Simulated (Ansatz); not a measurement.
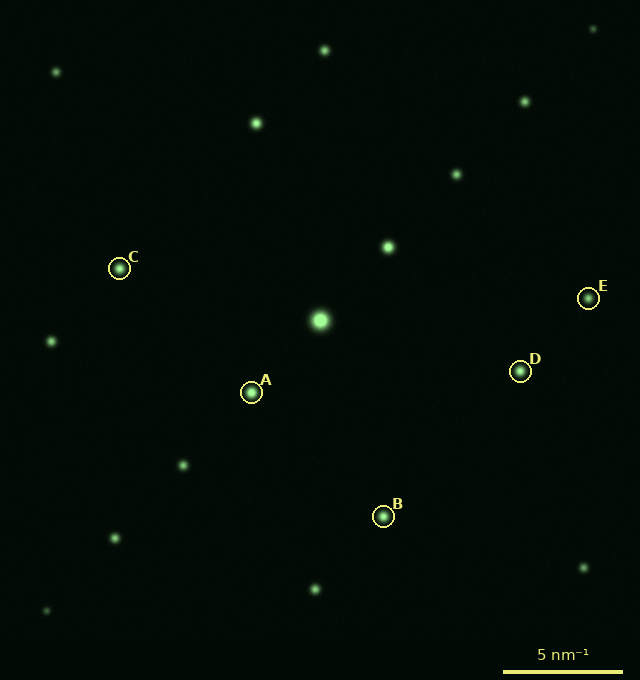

Computed electron diffraction pattern, 200 kV, single scattering only, B = 0.5 Å². The zone axis points towards the electron source and the pattern is seen from the source side.

Crystal: Rh, space group P6_3/mmc (No. 194), a = 2.743 Å, c = 4.418 Å (hexagonal axes). Structure: the geometry relaxed with DFT, RPBE, plane waves (420 eV) with PAW, scalar-relativistic in Ansatz; the starting structure was generated, so it need not be a known form of this composition.

Spot A is indexed 0 -1 0 and spot B 2 -2 -1.

**Index the other marked spots.**

C = 2A − B = -2 0 1 (d = 1.147 Å). D = −2A + B = 2 0 -1 (d = 1.147 Å). E = −3A + B = 2 1 -1 (d = 0.880 Å).

**Give [uvw].**

The cross product of A and B is parallel to [102]; every spot obeys hu + kv + lw = 0.
